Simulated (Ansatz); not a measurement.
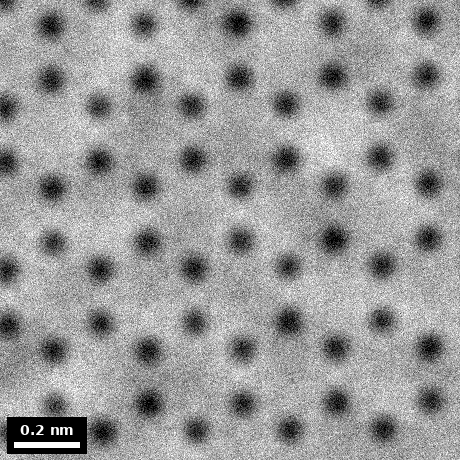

Phase-contrast TEM-like image of Al (P6_3/mmc, No. 194) along [001]. Simulated in the weak-phase-object approximation with neutral-atom potentials: 200 kV, Cs = 10 µm, defocus −60 Å (negative is underfocus), defocus spread 8 Å, aperture 1.35 1/Å. Shot noise and the speckle of an amorphous layer were added. Model: a calculation's starting geometry; the starting structure was generated, so it need not be a known form of this composition.

Do the atom columns appear dark or bright, and why?

Dark. With positive Cs and underfocus sin χ is negative over the pass band, so the strongest columns (Al) come out darker than the background.

What point resolution do these settings give, and which lattice spacings pass?

About 0.7 Å (0.66 |Cs|^(1/4) λ^(3/4) with λ = 0.0251 Å). The spacings that carry visible contrast are {100} at 2.47 Å, {110} at 1.43 Å, {200} at 1.24 Å, {210} at 0.94 Å, {300} at 0.82 Å.
